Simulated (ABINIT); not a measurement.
Geometry relaxation, with input and output: W (part 2 of 3)

Continued. System: W (Im-3m, 1 atom in the cell). Method: Kohn-Sham DFT of a periodic cell, PBE, JTH PAW PBE v2.0 (ABINIT 10.8.3); cutoff 435.38 eV, 12×12×12 k-mesh, fermi-dirac of 0.05 eV. The structure derives from an entry of the Crystallography Open Database. The run did not end well. The run did not end well; see the last part.

Geometry of the input (Å; fractional positions):
```
-1.5823  1.5823  1.5823
1.5823  -1.5823  1.5823
1.5823  1.5823  -1.5823
W  0.0000  0.0000  0.0000
```

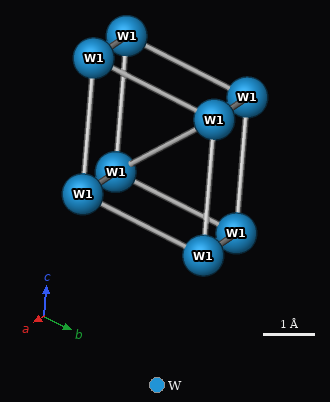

*The geometry at step 3 of the log (ball-and-stick view of the cell of the calculation, seen slightly off an axis; atoms are numbered from 1 in the order of the input).*

**The program's output, continued**
```
--- !ResultsGS
iteration_state: {dtset: 1, itime: 3, icycle: 1, }
comment   : Summary of ground state results
lattice_vectors:
- [ -2.9857967,   2.9857967,   2.9857967, ]
- [  2.9857967,  -2.9857967,   2.9857967, ]
- [  2.9857967,   2.9857967,  -2.9857967, ]
lattice_lengths: [   5.17155,    5.17155,    5.17155, ]
lattice_angles: [109.471, 109.471, 109.471, ] # degrees, (23, 13, 12)
lattice_volume:   1.0647329E+02
convergence: {deltae:  4.407E-11, res2:  4.164E-11, residm:  8.054E-07, diffor: null, }
etotal    :  -6.90321181E+01
entropy   :   0.00000000E+00
fermie    :   3.59628113E-01
cartesian_stress_tensor: # hartree/bohr^3
- [ -2.65065993E-04,   0.00000000E+00,   0.00000000E+00, ]
- [  0.00000000E+00,  -2.65065993E-04,   0.00000000E+00, ]
- [  0.00000000E+00,   0.00000000E+00,  -2.65065993E-04, ]
pressure_GPa:   7.7985E+00
xred      :
- [  0.0000E+00,   0.0000E+00,   0.0000E+00,  W]
cartesian_forces: # hartree/bohr
- [ -0.00000000E+00,  -0.00000000E+00,  -0.00000000E+00, ]
force_length_stats: {min:   0.00000000E+00, max:   0.00000000E+00, mean:   0.00000000E+00, }
...

 Integrated electronic density in atomic spheres:
 ------------------------------------------------
 Atom  Sphere_radius  Integrated_density
    1        2.41189         11.78101628

---OUTPUT-----------------------------------------------------------------------

 Cartesian coordinates (xcart) [bohr]
  0.00000000000000E+00  0.00000000000000E+00  0.00000000000000E+00
 Reduced coordinates (xred)
  0.00000000000000E+00  0.00000000000000E+00  0.00000000000000E+00
 Cartesian forces (fcart) [Ha/bohr]; max,rms= 0.00000E+00 0.00000E+00 (free atoms)
 -0.00000000000000E+00 -0.00000000000000E+00 -0.00000000000000E+00
 Gradient of E wrt nuclear positions in reduced coordinates (gred)
 -0.00000000000000E+00 -0.00000000000000E+00 -0.00000000000000E+00
 Scale of Primitive Cell (acell) [bohr]
  5.17155156283124E+00  5.17155156283124E+00  5.17155156283124E+00
 Real space primitive translations (rprimd) [bohr]
 -2.98579668692864E+00  2.98579668692864E+00  2.98579668692864E+00
  2.98579668692864E+00 -2.98579668692864E+00  2.98579668692864E+00
  2.98579668692864E+00  2.98579668692864E+00 -2.98579668692864E+00
 Unitary Cell Volume (ucvol) [Bohr^3]=  1.06473293154802E+02
 Angles (23,13,12)= [degrees]
  1.09471220634491E+02  1.09471220634491E+02  1.09471220634491E+02
 Lengths [Bohr]
  5.17155156283124E+00  5.17155156283124E+00  5.17155156283124E+00
 Stress tensor in cartesian coordinates (strten) [Ha/bohr^3]
 -2.65065992927804E-04  0.00000000000000E+00  0.00000000000000E+00
  0.00000000000000E+00 -2.65065992927797E-04  0.00000000000000E+00
  0.00000000000000E+00  0.00000000000000E+00 -2.65065992927804E-04
 Total energy (etotal) [Ha]= -6.90321181217859E+01

 Difference of energy with previous step (new-old):
           Absolute (Ha)=-1.92143E-03
           Relative     =-2.78343E-05

--- Iteration: ( 4/60) Internal Cycle: (1/1)
--------------------------------------------------------------------------------

---SELF-CONSISTENT-FIELD CONVERGENCE--------------------------------------------

--- !BeginCycle
iteration_state: {dtset: 1, itime: 4, icycle: 1, }
solver: {iscf: 17, nstep: 100, nline: 4, wfoptalg: 10, }
tolerances: {tolvrs: 1.00E-09, }
...

     iter   Etot(hartree)      deltaE(h)  residm     nres2
 ETOT  1  -69.032108122686    -6.903E+01 1.298E-04 2.116E-04
 ETOT  2  -69.032107569770     5.529E-07 1.729E-07 2.525E-06
 ETOT  3  -69.032107603328    -3.356E-08 8.142E-07 5.474E-07
 ETOT  4  -69.032107606938    -3.611E-09 1.558E-07 9.146E-10

 At SCF step    4       nres2   =  9.15E-10 < tolvrs=  1.00E-09 =>converged.

 Cartesian components of stress tensor (hartree/bohr^3)
  sigma(1 1)= -2.69289037E-04  sigma(3 2)=  0.00000000E+00
  sigma(2 2)= -2.69289037E-04  sigma(3 1)=  0.00000000E+00
  sigma(3 3)= -2.69289037E-04  sigma(2 1)=  0.00000000E+00

--- !ResultsGS
iteration_state: {dtset: 1, itime: 4, icycle: 1, }
comment   : Summary of ground state results
lattice_vectors:
- [ -2.9854287,   2.9854287,   2.9854287, ]
- [  2.9854287,  -2.9854287,   2.9854287, ]
- [  2.9854287,   2.9854287,  -2.9854287, ]
lattice_lengths: [   5.17091,    5.17091,    5.17091, ]
lattice_angles: [109.471, 109.471, 109.471, ] # degrees, (23, 13, 12)
lattice_volume:   1.0643394E+02
convergence: {deltae: -3.611E-09, res2:  9.146E-10, residm:  1.558E-07, diffor: null, }
etotal    :  -6.90321076E+01
entropy   :   0.00000000E+00
fermie    :   3.59814541E-01
cartesian_stress_tensor: # hartree/bohr^3
- [ -2.69289037E-04,   0.00000000E+00,   0.00000000E+00, ]
- [  0.00000000E+00,  -2.69289037E-04,   0.00000000E+00, ]
- [  0.00000000E+00,   0.00000000E+00,  -2.69289037E-04, ]
pressure_GPa:   7.9228E+00
xred      :
- [  0.0000E+00,   0.0000E+00,   0.0000E+00,  W]
cartesian_forces: # hartree/bohr
- [ -0.00000000E+00,  -0.00000000E+00,  -0.00000000E+00, ]
force_length_stats: {min:   0.00000000E+00, max:   0.00000000E+00, mean:   0.00000000E+00, }
...

 Integrated electronic density in atomic spheres:
 ------------------------------------------------
 Atom  Sphere_radius  Integrated_density
    1        2.41189         11.78068527

---OUTPUT-----------------------------------------------------------------------

 Cartesian coordinates (xcart) [bohr]
  0.00000000000000E+00  0.00000000000000E+00  0.00000000000000E+00
 Reduced coordinates (xred)
  0.00000000000000E+00  0.00000000000000E+00  0.00000000000000E+00
 Cartesian forces (fcart) [Ha/bohr]; max,rms= 0.00000E+00 0.00000E+00 (free atoms)
 -0.00000000000000E+00 -0.00000000000000E+00 -0.00000000000000E+00
 Gradient of E wrt nuclear positions in reduced coordinates (gred)
 -0.00000000000000E+00 -0.00000000000000E+00 -0.00000000000000E+00
 Scale of Primitive Cell (acell) [bohr]
  5.17091427236475E+00  5.17091427236475E+00  5.17091427236475E+00
 Real space primitive translations (rprimd) [bohr]
 -2.98542874710627E+00  2.98542874710627E+00  2.98542874710627E+00
  2.98542874710627E+00 -2.98542874710627E+00  2.98542874710627E+00
  2.98542874710627E+00  2.98542874710627E+00 -2.98542874710627E+00
 Unitary Cell Volume (ucvol) [Bohr^3]=  1.06433935883113E+02
 Angles (23,13,12)= [degrees]
  1.09471220634491E+02  1.09471220634491E+02  1.09471220634491E+02
 Lengths [Bohr]
  5.17091427236475E+00  5.17091427236475E+00  5.17091427236475E+00
 Stress tensor in cartesian coordinates (strten) [Ha/bohr^3]
 -2.69289037157859E-04  0.00000000000000E+00  0.00000000000000E+00
  0.00000000000000E+00 -2.69289037157866E-04  0.00000000000000E+00
  0.00000000000000E+00  0.00000000000000E+00 -2.69289037157852E-04
 Total energy (etotal) [Ha]= -6.90321076069382E+01

 Difference of energy with previous step (new-old):
           Absolute (Ha)= 1.05148E-05
           Relative     = 1.52318E-07

--- Iteration: ( 5/60) Internal Cycle: (1/1)
--------------------------------------------------------------------------------

---SELF-CONSISTENT-FIELD CONVERGENCE--------------------------------------------

--- !BeginCycle
iteration_state: {dtset: 1, itime: 5, icycle: 1, }
solver: {iscf: 17, nstep: 100, nline: 4, wfoptalg: 10, }
tolerances: {tolvrs: 1.00E-09, }
...

     iter   Etot(hartree)      deltaE(h)  residm     nres2
 ETOT  1  -69.032106959605    -6.903E+01 4.500E-07 8.396E-07
 ETOT  2  -69.032106957335     2.270E-09 2.343E-07 9.766E-09
 ETOT  3  -69.032106957471    -1.353E-10 2.799E-07 2.103E-09
 ETOT  4  -69.032106957487    -1.617E-11 1.693E-07 3.553E-12

 At SCF step    4       nres2   =  3.55E-12 < tolvrs=  1.00E-09 =>converged.

 Cartesian components of stress tensor (hartree/bohr^3)
  sigma(1 1)= -2.69522748E-04  sigma(3 2)=  0.00000000E+00
  sigma(2 2)= -2.69522748E-04  sigma(3 1)=  0.00000000E+00
  sigma(3 3)= -2.69522748E-04  sigma(2 1)=  0.00000000E+00

--- !ResultsGS
iteration_state: {dtset: 1, itime: 5, icycle: 1, }
comment   : Summary of ground state results
lattice_vectors:
- [ -2.9854062,   2.9854062,   2.9854062, ]
- [  2.9854062,  -2.9854062,   2.9854062, ]
- [  2.9854062,   2.9854062,  -2.9854062, ]
lattice_lengths: [   5.17088,    5.17088,    5.17088, ]
lattice_angles: [109.471, 109.471, 109.471, ] # degrees, (23, 13, 12)
lattice_volume:   1.0643152E+02
convergence: {deltae: -1.617E-11, res2:  3.553E-12, residm:  1.693E-07, diffor: null, }
etotal    :  -6.90321070E+01
entropy   :   0.00000000E+00
fermie    :   3.59825613E-01
cartesian_stress_tensor: # hartree/bohr^3
- [ -2.69522748E-04,   0.00000000E+00,   0.00000000E+00, ]
- [  0.00000000E+00,  -2.69522748E-04,   0.00000000E+00, ]
- [  0.00000000E+00,   0.00000000E+00,  -2.69522748E-04, ]
pressure_GPa:   7.9296E+00
xred      :
- [  0.0000E+00,   0.0000E+00,   0.0000E+00,  W]
cartesian_forces: # hartree/bohr
- [ -0.00000000E+00,  -0.00000000E+00,  -0.00000000E+00, ]
force_length_stats: {min:   0.00000000E+00, max:   0.00000000E+00, mean:   0.00000000E+00, }
...

 Integrated electronic density in atomic spheres:
 ------------------------------------------------
 Atom  Sphere_radius  Integrated_density
    1        2.41189         11.78066756

---OUTPUT-----------------------------------------------------------------------

 Cartesian coordinates (xcart) [bohr]
  0.00000000000000E+00  0.00000000000000E+00  0.00000000000000E+00
 Reduced coordinates (xred)
  0.00000000000000E+00  0.00000000000000E+00  0.00000000000000E+00
 Cartesian forces (fcart) [Ha/bohr]; max,rms= 0.00000E+00 0.00000E+00 (free atoms)
 -0.00000000000000E+00 -0.00000000000000E+00 -0.00000000000000E+00
 Gradient of E wrt nuclear positions in reduced coordinates (gred)
 -0.00000000000000E+00 -0.00000000000000E+00 -0.00000000000000E+00
 Scale of Primitive Cell (acell) [bohr]
  5.17087522675006E+00  5.17087522675006E+00  5.17087522675006E+00
 Real space primitive translations (rprimd) [bohr]
 -2.98540620411011E+00  2.98540620411011E+00  2.98540620411011E+00
  2.98540620411011E+00 -2.98540620411011E+00  2.98540620411011E+00
  2.98540620411011E+00  2.98540620411011E+00 -2.98540620411011E+00
 Unitary Cell Volume (ucvol) [Bohr^3]=  1.06431524850836E+02
 Angles (23,13,12)= [degrees]
  1.09471220634491E+02  1.09471220634491E+02  1.09471220634491E+02
 Lengths [Bohr]
  5.17087522675006E+00  5.17087522675006E+00  5.17087522675006E+00
 Stress tensor in cartesian coordinates (strten) [Ha/bohr^3]
 -2.69522747775260E-04  0.00000000000000E+00  0.00000000000000E+00
  0.00000000000000E+00 -2.69522747775260E-04  0.00000000000000E+00
  0.00000000000000E+00  0.00000000000000E+00 -2.69522747775260E-04
 Total energy (etotal) [Ha]= -6.90321069574867E+01

 Difference of energy with previous step (new-old):
           Absolute (Ha)= 6.49451E-07
           Relative     = 9.40796E-09

--- Iteration: ( 6/60) Internal Cycle: (1/1)
--------------------------------------------------------------------------------

---SELF-CONSISTENT-FIELD CONVERGENCE--------------------------------------------

--- !BeginCycle
iteration_state: {dtset: 1, itime: 6, icycle: 1, }
solver: {iscf: 17, nstep: 100, nline: 4, wfoptalg: 10, }
tolerances: {tolvrs: 1.00E-09, }
...

     iter   Etot(hartree)      deltaE(h)  residm     nres2
 ETOT  1  -69.032270306531    -6.903E+01 9.389E-02 2.760E-01
 ETOT  2  -69.031569289480     7.010E-04 6.505E-03 3.396E-03
 ETOT  3  -69.031612607229    -4.332E-05 4.867E-06 7.241E-04
 ETOT  4  -69.031617119363    -4.512E-06 2.008E-06 1.470E-06
 ETOT  5  -69.031617182033    -6.267E-08 1.732E-07 2.441E-08
 ETOT  6  -69.031617184442    -2.409E-09 8.917E-08 2.400E-08
 ETOT  7  -69.031617184458    -1.656E-11 1.674E-07 7.735E-10

 At SCF step    7       nres2   =  7.74E-10 < tolvrs=  1.00E-09 =>converged.

 Cartesian components of stress tensor (hartree/bohr^3)
  sigma(1 1)= -4.23601013E-04  sigma(3 2)=  0.00000000E+00
  sigma(2 2)= -4.23601013E-04  sigma(3 1)=  0.00000000E+00
  sigma(3 3)= -4.23601013E-04  sigma(2 1)=  0.00000000E+00

--- !ResultsGS
iteration_state: {dtset: 1, itime: 6, icycle: 1, }
comment   : Summary of ground state results
lattice_vectors:
- [ -2.9722335,   2.9722335,   2.9722335, ]
- [  2.9722335,  -2.9722335,   2.9722335, ]
- [  2.9722335,   2.9722335,  -2.9722335, ]
lattice_lengths: [   5.14806,    5.14806,    5.14806, ]
lattice_angles: [109.471, 109.471, 109.471, ] # degrees, (23, 13, 12)
lattice_volume:   1.0502889E+02
convergence: {deltae: -1.656E-11, res2:  7.735E-10, residm:  1.674E-07, diffor: null, }
etotal    :  -6.90316172E+01
entropy   :   0.00000000E+00
fermie    :   3.66574644E-01
cartesian_stress_tensor: # hartree/bohr^3
- [ -4.23601013E-04,   0.00000000E+00,   0.00000000E+00, ]
- [  0.00000000E+00,  -4.23601013E-04,   0.00000000E+00, ]
- [  0.00000000E+00,   0.00000000E+00,  -4.23601013E-04, ]
pressure_GPa:   1.2463E+01
xred      :
- [  0.0000E+00,   0.0000E+00,   0.0000E+00,  W]
cartesian_forces: # hartree/bohr
- [ -0.00000000E+00,  -0.00000000E+00,  -0.00000000E+00, ]
force_length_stats: {min:   0.00000000E+00, max:   0.00000000E+00, mean:   0.00000000E+00, }
...

 Integrated electronic density in atomic spheres:
 ------------------------------------------------
 Atom  Sphere_radius  Integrated_density
    1        2.41189         11.78486178

---OUTPUT-----------------------------------------------------------------------

 Cartesian coordinates (xcart) [bohr]
  0.00000000000000E+00  0.00000000000000E+00  0.00000000000000E+00
 Reduced coordinates (xred)
  0.00000000000000E+00  0.00000000000000E+00  0.00000000000000E+00
 Cartesian forces (fcart) [Ha/bohr]; max,rms= 0.00000E+00 0.00000E+00 (free atoms)
 -0.00000000000000E+00 -0.00000000000000E+00 -0.00000000000000E+00
 Gradient of E wrt nuclear positions in reduced coordinates (gred)
 -0.00000000000000E+00 -0.00000000000000E+00 -0.00000000000000E+00
 Scale of Primitive Cell (acell) [bohr]
  5.14805942107402E+00  5.14805942107402E+00  5.14805942107402E+00
 Real space primitive translations (rprimd) [bohr]
 -2.97223349256127E+00  2.97223349256127E+00  2.97223349256127E+00
  2.97223349256127E+00 -2.97223349256127E+00  2.97223349256127E+00
  2.97223349256127E+00  2.97223349256127E+00 -2.97223349256127E+00
 Unitary Cell Volume (ucvol) [Bohr^3]=  1.05028886808721E+02
 Angles (23,13,12)= [degrees]
  1.09471220634491E+02  1.09471220634491E+02  1.09471220634491E+02
 Lengths [Bohr]
  5.14805942107402E+00  5.14805942107402E+00  5.14805942107402E+00
 Stress tensor in cartesian coordinates (strten) [Ha/bohr^3]
 -4.23601012992998E-04  0.00000000000000E+00  0.00000000000000E+00
  0.00000000000000E+00 -4.23601012992998E-04  0.00000000000000E+00
  0.00000000000000E+00  0.00000000000000E+00 -4.23601012993047E-04
 Total energy (etotal) [Ha]= -6.90316171844583E+01

 Difference of energy with previous step (new-old):
           Absolute (Ha)= 4.89773E-04
           Relative     = 7.09488E-06

--- Iteration: ( 7/60) Internal Cycle: (1/1)
--------------------------------------------------------------------------------

---SELF-CONSISTENT-FIELD CONVERGENCE--------------------------------------------

--- !BeginCycle
iteration_state: {dtset: 1, itime: 7, icycle: 1, }
solver: {iscf: 17, nstep: 100, nline: 4, wfoptalg: 10, }
tolerances: {tolvrs: 1.00E-09, }
...

     iter   Etot(hartree)      deltaE(h)  residm     nres2
 ETOT  1  -69.032332752823    -6.903E+01 8.407E-04 1.397E-01
 ETOT  2  -69.031969178682     3.636E-04 6.703E-05 1.706E-03
 ETOT  3  -69.031990134144    -2.096E-05 1.345E-06 3.613E-04
 ETOT  4  -69.031992540863    -2.407E-06 1.199E-07 5.328E-07
 ETOT  5  -69.031992558186    -1.732E-08 1.103E-07 1.855E-08
 ETOT  6  -69.031992559305    -1.119E-09 1.149E-08 1.510E-08
 ETOT  7  -69.031992559269     3.567E-11 4.675E-08 4.836E-10

 At SCF step    7       nres2   =  4.84E-10 < tolvrs=  1.00E-09 =>converged.

 Cartesian components of stress tensor (hartree/bohr^3)
  sigma(1 1)= -3.11736461E-04  sigma(3 2)=  0.00000000E+00
  sigma(2 2)= -3.11736461E-04  sigma(3 1)=  0.00000000E+00
  sigma(3 3)= -3.11736461E-04  sigma(2 1)=  0.00000000E+00

--- !ResultsGS
iteration_state: {dtset: 1, itime: 7, icycle: 1, }
comment   : Summary of ground state results
lattice_vectors:
- [ -2.9817201,   2.9817201,   2.9817201, ]
- [  2.9817201,  -2.9817201,   2.9817201, ]
- [  2.9817201,   2.9817201,  -2.9817201, ]
lattice_lengths: [   5.16449,    5.16449,    5.16449, ]
lattice_angles: [109.471, 109.471, 109.471, ] # degrees, (23, 13, 12)
lattice_volume:   1.0603777E+02
convergence: {deltae:  3.567E-11, res2:  4.836E-10, residm:  4.675E-08, diffor: null, }
etotal    :  -6.90319926E+01
entropy   :   0.00000000E+00
fermie    :   3.61697580E-01
cartesian_stress_tensor: # hartree/bohr^3
- [ -3.11736461E-04,   0.00000000E+00,   0.00000000E+00, ]
- [  0.00000000E+00,  -3.11736461E-04,   0.00000000E+00, ]
- [  0.00000000E+00,   0.00000000E+00,  -3.11736461E-04, ]
pressure_GPa:   9.1716E+00
xred      :
- [  0.0000E+00,   0.0000E+00,   0.0000E+00,  W]
cartesian_forces: # hartree/bohr
- [ -0.00000000E+00,  -0.00000000E+00,  -0.00000000E+00, ]
force_length_stats: {min:   0.00000000E+00, max:   0.00000000E+00, mean:   0.00000000E+00, }
...

 Integrated electronic density in atomic spheres:
 ------------------------------------------------
 Atom  Sphere_radius  Integrated_density
    1        2.41189         11.78890272

---OUTPUT-----------------------------------------------------------------------

 Cartesian coordinates (xcart) [bohr]
  0.00000000000000E+00  0.00000000000000E+00  0.00000000000000E+00
 Reduced coordinates (xred)
  0.00000000000000E+00  0.00000000000000E+00  0.00000000000000E+00
 Cartesian forces (fcart) [Ha/bohr]; max,rms= 0.00000E+00 0.00000E+00 (free atoms)
 -0.00000000000000E+00 -0.00000000000000E+00 -0.00000000000000E+00
 Gradient of E wrt nuclear positions in reduced coordinates (gred)
 -0.00000000000000E+00 -0.00000000000000E+00 -0.00000000000000E+00
 Scale of Primitive Cell (acell) [bohr]
  5.16449063651046E+00  5.16449063651046E+00  5.16449063651047E+00
 Real space primitive translations (rprimd) [bohr]
 -2.98172005921662E+00  2.98172005921662E+00  2.98172005921662E+00
  2.98172005921662E+00 -2.98172005921662E+00  2.98172005921662E+00
  2.98172005921662E+00  2.98172005921662E+00 -2.98172005921662E+00
 Unitary Cell Volume (ucvol) [Bohr^3]=  1.06037771586432E+02
 Angles (23,13,12)= [degrees]
  1.09471220634491E+02  1.09471220634491E+02  1.09471220634491E+02
 Lengths [Bohr]
  5.16449063651046E+00  5.16449063651046E+00  5.16449063651047E+00
 Stress tensor in cartesian coordinates (strten) [Ha/bohr^3]
 -3.11736461388171E-04  0.00000000000000E+00  0.00000000000000E+00
  0.00000000000000E+00 -3.11736461388178E-04  0.00000000000000E+00
  0.00000000000000E+00  0.00000000000000E+00 -3.11736461388122E-04
 Total energy (etotal) [Ha]= -6.90319925592693E+01

 Difference of energy with previous step (new-old):
           Absolute (Ha)=-3.75375E-04
           Relative     =-5.43771E-06

--- !Ionmov22Error
message: |
    Lbfgs routine failed. Returned value: 0
    Restart your calculation from last step or try a different ionmov
...
```

**Trajectory as extended XYZ (Å, eV, eV/Å), 7 frames, from step=0 to step=6**
```
1
Lattice="-1.5823 1.5823 1.5823 1.5823 -1.5823 1.5823 1.5823 1.5823 -1.5823" Properties=species:S:1:pos:R:3:forces:R:3 step=0 energy=-1878.46271
W     0.0000    0.0000    0.0000    0.0000   0.0000   0.0000
1
Lattice="-1.5603 1.5603 1.5603 1.5603 -1.5603 1.5603 1.5603 1.5603 -1.5603" Properties=species:S:1:pos:R:3:forces:R:3 step=1 energy=-1878.40735
W     0.0000    0.0000    0.0000    0.0000   0.0000   0.0000
1
Lattice="-1.5800 1.5800 1.5800 1.5800 -1.5800 1.5800 1.5800 1.5800 -1.5800" Properties=species:S:1:pos:R:3:forces:R:3 step=2 energy=-1878.45963
W     0.0000    0.0000    0.0000    0.0000   0.0000   0.0000
1
Lattice="-1.5798 1.5798 1.5798 1.5798 -1.5798 1.5798 1.5798 1.5798 -1.5798" Properties=species:S:1:pos:R:3:forces:R:3 step=3 energy=-1878.45934
W     0.0000    0.0000    0.0000    0.0000   0.0000   0.0000
1
Lattice="-1.5798 1.5798 1.5798 1.5798 -1.5798 1.5798 1.5798 1.5798 -1.5798" Properties=species:S:1:pos:R:3:forces:R:3 step=4 energy=-1878.45933
W     0.0000    0.0000    0.0000    0.0000   0.0000   0.0000
1
Lattice="-1.5728 1.5728 1.5728 1.5728 -1.5728 1.5728 1.5728 1.5728 -1.5728" Properties=species:S:1:pos:R:3:forces:R:3 step=5 energy=-1878.44600
W     0.0000    0.0000    0.0000    0.0000   0.0000   0.0000
1
Lattice="-1.5779 1.5779 1.5779 1.5779 -1.5779 1.5779 1.5779 1.5779 -1.5779" Properties=species:S:1:pos:R:3:forces:R:3 step=6 energy=-1878.45621
W     0.0000    0.0000    0.0000    0.0000   0.0000   0.0000
```
